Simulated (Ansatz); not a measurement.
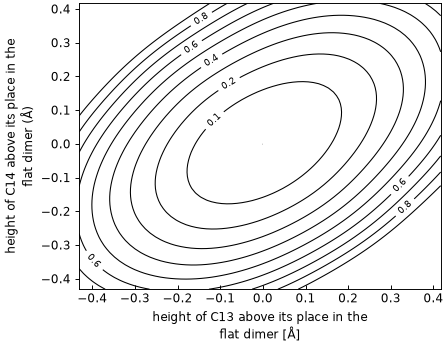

Energy landscape of a SiC(100) slab cut from the F-43m phase, its lower face capped with 4 H atoms (18 atoms in the cell). 
- Two atoms of the surface dimers are held at set heights.
- Coordinates scanned: (1) height of C13 above its place in the flat dimer; (2) height of C14 above its place in the flat dimer.
- Relaxed at each point: all atoms of the upper layers, but for the two heights.
- The grid has 7 × 7 points; 28 points were computed and 21 follow by symmetry.
- Points are written as (first, second).
- Energies are in eV, from the lowest grid point.
- These are results of DFT PBEsol, scalar-relativistic, plane waves, PAW (Ansatz 0.2.0), not measurements. Settings: cutoff 420 eV, k-mesh 4×8×1, gaussian smearing 0.05 eV, no spin polarisation.

The picture shows contour lines labelled in eV (none above 0.9). Between grid points the surface is interpolated. 

**Describe this landscape.**

The lowest grid point is at (0.000 Å, 0.000 Å). It is the only kind of minimum in the scanned range. The highest grid point, (−0.431 Å, 0.417 Å), lies 2.10 eV above the lowest. Round the minimum the valley is somewhat tilted: raising the first coordinate shifts the best value of the second coordinate upwards (coupling k₁₂/√(k₁₁k₂₂) about −0.4).

The whole map (28 points run) took 15 min on 4 threads of Arm Neoverse V2 (shared host).
